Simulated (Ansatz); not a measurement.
## Two runs on AlN

System: AlN (F-43m, 2 atoms in the cell).
Method of run A: DFT, r2SCAN, all-electron PAW with datasets made for the crystal, scalar-relativistic, no spin polarisation (Ansatz 0.2.0).

Its volume is 0.55 times that of the source entry. Text and figures count atoms from 1; the logs count them from 0 in places.

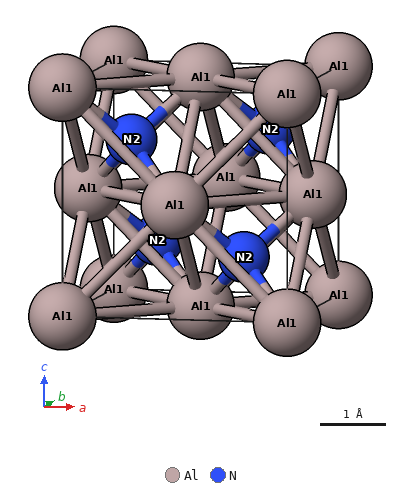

Figure 1. The input geometry (ball-and-stick view of the cell 4 times as large as that of the calculation, set on its symmetry axes, seen slightly off an axis; atoms are numbered from 1 in the order of the input). An atom can appear more than once, as a periodic image. Near neighbours in the periodic cell (some may lie outside the picture): Al has 12 Al at 2.53 Å and 4 N at 1.55 Å; N has 4 Al at 1.55 Å.

## The input, run A
```yaml
crystal:
  lattice:
    - [0.0, 1.7901195102, 1.7901195102]
    - [1.7901195102, 0.0, 1.7901195102]
    - [1.7901195102, 1.7901195102, 0.0]
  atoms:
    - { symbol: Al, position: [0.0, 0.0, 0.0] }
    - { symbol: "N", position: [0.25, 0.25, 0.25] }
kpoints:
  mp_grid: { grid: [15, 15, 15] }
scf:
  occupations: { method: fermi_dirac, width: 0.08 }
hamiltonian:
  xc: r2scan
  pseudopotentials: { kind: all_electron, datasets: crystal }
output:
  forces: true
  stress: true
  eigenvalues: true
```

Command:
```bash
ansatz run input.yaml --threads 1 --pin off --max-ram 2048MiB --backend cpu --events-out ev --progress --plain --runs-dir out
```

Hardware: 1 thread of Arm Neoverse V1, 24 GiB of memory available, shared host.

## Output, shortened to warnings, some set-up lines, iterations and results (run A)
```
Basis set: ecut = 680 eV, 459 PW (Γ), exchange–correlation on 90×90×90 points (27 copies of the dense FFT grid, shifted against one another)
Symmetry: 24 space group operations
k-points: 120 of 3375 (time reversal used)
Initial density: superposition of atomic densities (neutral atoms: chi_scale 0, normalization atom)
[...]
SCF iter   1: F=—  HF=-8100.912417 eV  |F-HF|=—  |Δ(HF+E_count)|=         —  Δρ=3.42e-1  dr2=1.11e1  dr2_τ=2.90e0  ethr=7.07e-2  ⟨swp⟩=2.0  Hψ=7743  notcnv=0
SCF iter   2: F=—  HF=-8097.561274 eV  |F-HF|=—  |Δ(HF+E_count)|=    3.35e0  Δρ=5.99e-2  dr2=1.29e-1  dr2_τ=6.59e-1  ethr=8.00e-4  ⟨swp⟩=3.0  Hψ=6675  notcnv=0  defer=39
SCF iter   3: F=—  HF=-8097.693625 eV  |F-HF|=—  |Δ(HF+E_count)|=   1.32e-1  Δρ=2.69e-2  dr2=3.00e-2  dr2_τ=2.38e-3  ethr=8.00e-4  ⟨swp⟩=3.2  Hψ=3208  notcnv=0  defer=28
SCF iter   4: F=—  HF=-8097.720852 eV  |F-HF|=—  |Δ(HF+E_count)|=   2.72e-2  Δρ=2.71e-3  dr2=2.10e-4  dr2_τ=2.98e-5  ethr=1.88e-4  ⟨swp⟩=3.2  Hψ=3736  notcnv=0  defer=7
SCF iter   5: F=—  HF=-8097.725324 eV  |F-HF|=—  |Δ(HF+E_count)|=   4.47e-3  Δρ=8.66e-4  dr2=8.54e-6  dr2_τ=1.65e-4  ethr=1.31e-6  ⟨swp⟩=3.0  Hψ=3826  notcnv=0  defer=1
SCF iter   6: F=—  HF=-8097.726561 eV  |F-HF|=—  |Δ(HF+E_count)|=   1.24e-3  Δρ=2.78e-4  dr2=1.41e-6  dr2_τ=9.16e-7  ethr=5.34e-8  ⟨swp⟩=3.0  Hψ=3970  notcnv=0  defer=1
SCF iter   7: F=—  HF=-8097.726570 eV  |F-HF|=—  |Δ(HF+E_count)|=   8.37e-6  Δρ=4.01e-5  dr2=7.48e-8  dr2_τ=1.73e-7  ethr=8.84e-9  ⟨swp⟩=3.0  Hψ=3360  notcnv=0  defer=1
SCF iter   8: F=-8097.726570 eV  HF=-8097.726570 eV  |F-HF|=4.24e-9  |Δ(HF+E_count)|=   6.33e-8  Δρ=1.38e-5  dr2=9.16e-9  dr2_τ=6.32e-9  ethr=4.67e-10  ⟨swp⟩=3.0  Hψ=2830  …
SCF 1 converged in 8 iterations: F = -8097.726568 eV  dr2 = 9.16e-9
  Residual-converged pass: ⟨swp⟩=3.0  Hψ=2776  notcnv=0  max |occ|·‖R‖ = 5.3e-6 eV (tolerance 5.3e-6 eV)  dr2=9.16e-9  dr2_τ=6.33e-9  dr2_onsite=8.86e-9  max |Δocc| = 2.2e-16
SCF converged after 8 iterations
Free energy (F): -8097.726568 eV
Harris-Foulkes:  -8097.726568 eV  (|F-HF|=4.24e-9)
Internal energy: -8097.726568 eV  (E = F + TS)
E sigma→0 (E₀):  -8097.726568 eV
Past the cutoff: the bands carry plane waves up to 2.50 times it, of which those up to 1.5 times it add -0.001038 eV an atom, each by itself; the spheres take 0.000203 eV an atom off the energy for waves past 2.50 times it
Past the cutoffs: a stress includes 0.0130 GPa for waves and charges beyond them, in addition to the slope of what the spheres take
In the spheres:  the bands' charges fall short by 6.0e-7 e at most (sound up to 1e-3)
Fermi energy:    19.665452 eV
--- Per-component energies (eV) ---
  E_band       = -341.479886
  E_kinetic    = 380.473151
  E_local      = -1413.760040  (includes V_loc(G=0)·N_el)
  E_nonlocal   = -292.621428
  E_hartree    = 597.242387
  E_xc         = -132.815813
  E_vxc        = -193.585983  (∫ρ·V_xc dr)
  E_paw        = -8279.946082  (= ΣΔE_a)
  E_vpaw       = -2596.511937  (= ΣTr[D̂ρ^β])
  E_vtau       = 12.809729  (kinetic-family band-sum trace: ∫τ·v_τ [+ j·A + Jᵃ·Aᵃ] dr)
  E_ewald      = -1523.531244
  E_smearing   = -0.000000  (= −TS)
  E_closure    = 2567.232500  (closes the sum)
  Σ components = -8097.726568   (vs F -8097.726568, Δ=9.09e-13)
  The terms above E_closure are by the made datasets' own strengths, without shells solved beside the bands.
--- Forces (eV/Å), atoms counted from 1 ---
  atom   1  Al     0.00000000    -0.00000000     0.00000000
  atom   2  N     -0.00000000     0.00000000    -0.00000000
  max |Σ_I F_I| component: 5.09e-16 eV/Å
--- Stress (GPa, compression-positive) ---
      384.244425       0.000000      -0.000000
        0.000000     384.244425       0.000000
        0.000000       0.000000     384.244425
  P = ⅓ Tr σ = 384.2444 GPa (3842.444 kbar)
```

The input of run B differs as follows (lines with − go, lines with + come):
```diff
-  pseudopotentials: { kind: all_electron, datasets: crystal }
+  pseudopotentials: { kind: paw, partial_waves: polarizable }
```

How does run B compare with run A?

The total energies belong to different models, so their difference says nothing on which is more stable or more accurate. The pressure goes from 384.24 to 380.20 GPa. The SCF takes 6 iterations against 8. The plane waves at Γ go from 459 to 283. On the same kind of shared host run B took about 0.11 times as long.

## Output, shortened to warnings, some set-up lines, iterations and results (run B)
```
Basis set: ecut = 500 eV, 283 PW (Γ), exchange–correlation on 80×80×80 points (64 copies of the dense FFT grid, shifted against one another)
Symmetry: 24 space group operations
k-points: 120 of 3375 (time reversal used)
Initial density: superposition of atomic densities (neutral atoms: chi_scale 0, normalization atom), corrected by the library's trained network
[...]
SCF iter   1: F=—  HF=-921.331855 eV  |F-HF|=—  |Δ(HF+E_count)|=         —  Δρ=2.03e-2  dr2=2.59e-2  dr2_τ=6.57e-1  ethr=1.77e-3  ⟨swp⟩=6.5  Hψ=8289  notcnv=0
SCF iter   2: F=—  HF=-921.482312 eV  |F-HF|=—  |Δ(HF+E_count)|=   1.50e-1  Δρ=1.06e-2  dr2=8.36e-3  dr2_τ=1.74e-3  ethr=3.24e-4  ⟨swp⟩=2.4  Hψ=2938  notcnv=0  defer=1
SCF iter   3: F=—  HF=-921.482994 eV  |F-HF|=—  |Δ(HF+E_count)|=   6.82e-4  Δρ=4.39e-3  dr2=9.92e-4  dr2_τ=2.08e-4  ethr=1.04e-4  ⟨swp⟩=3.1  Hψ=1893  notcnv=0
SCF iter   4: F=—  HF=-921.483200 eV  |F-HF|=—  |Δ(HF+E_count)|=   2.06e-4  Δρ=6.53e-4  dr2=3.62e-5  dr2_τ=3.24e-6  ethr=1.24e-5  ⟨swp⟩=2.4  Hψ=1488  notcnv=0
SCF iter   5: F=—  HF=-921.483194 eV  |F-HF|=—  |Δ(HF+E_count)|=   5.43e-6  Δρ=1.30e-4  dr2=8.80e-7  dr2_τ=1.02e-7  ethr=4.53e-7  ⟨swp⟩=2.6  Hψ=1387  notcnv=0
SCF iter   6: F=-921.483195 eV  HF=-921.483195 eV  |F-HF|=2.68e-10  |Δ(HF+E_count)|=   6.94e-7  Δρ=7.02e-6  dr2=4.65e-9  dr2_τ=4.18e-10  ethr=1.25e-9  ⟨swp⟩=7.3  Hψ=5743  …
SCF 1 converged in 6 iterations: F = -921.483195 eV  dr2 = 4.65e-9
SCF converged after 6 iterations
Free energy (F): -921.483195 eV
Harris-Foulkes:  -921.483195 eV  (|F-HF|=2.68e-10)
Internal energy: -921.483195 eV  (E = F + TS)
E sigma→0 (E₀):  -921.483195 eV
Fermi energy:    16.964735 eV
--- Per-component energies (eV) ---
  E_band       = 66.204357
  E_kinetic    = 195.527541
  E_local      = -167.308146  (includes V_loc(G=0)·N_el)
  E_nonlocal   = 65.240632
  E_hartree    = 63.497574
  E_xc         = -107.693192
  E_vxc        = -130.781924  (∫ρ·V_xc dr)
  E_paw        = -608.793712  (= ΣΔE_a)
  E_vpaw       = -30.163992  (= ΣTr[D̂ρ^β])
  E_aug_tail   = 0.000030  (compensation charges beyond the density's cutoff)
  E_vtau       = 6.696004  (kinetic-family band-sum trace: ∫τ·v_τ [+ j·A + Jᵃ·Aᵃ] dr)
  E_ewald      = -361.864250
  E_core_change = -0.089673  (= ΣΔE_core)
  E_smearing   = -0.000000  (= −TS)
  E_closure    = 0.000000  (closes the sum)
  Σ components = -921.483195   (vs F -921.483195, Δ=0.00e0)
--- Forces (eV/Å), atoms counted from 1 ---
  atom   1  Al     0.00000000    -0.00000000     0.00000000
  atom   2  N      0.00000000     0.00000000    -0.00000000
  max |Σ_I F_I| component: 6.37e-16 eV/Å
--- Stress (GPa, compression-positive) ---
      380.195620       0.000000      -0.000000
        0.000000     380.195620       0.000000
       -0.000000       0.000000     380.195620
  P = ⅓ Tr σ = 380.1956 GPa (3801.956 kbar)
```

## The two runs side by side

```csv
quantity,run A,run B
outcome,converged,converged
free energy per atom (eV),−4048.8633,−460.7416
gap on the mesh (eV),4.12,4.14
pressure (GPa),384.24,380.20
largest force (eV/Å),0.000,0.000
SCF iterations,8,6
irreducible k-points,120,120
plane waves at Γ,459,283
wall time (shared host),35 s,3.8 s
```

For run A: The cell is under a pressure of 384 GPa at this level, so it is not at its equilibrium volume. For run B: The cell is under a pressure of 380 GPa at this level, so it is not at its equilibrium volume.
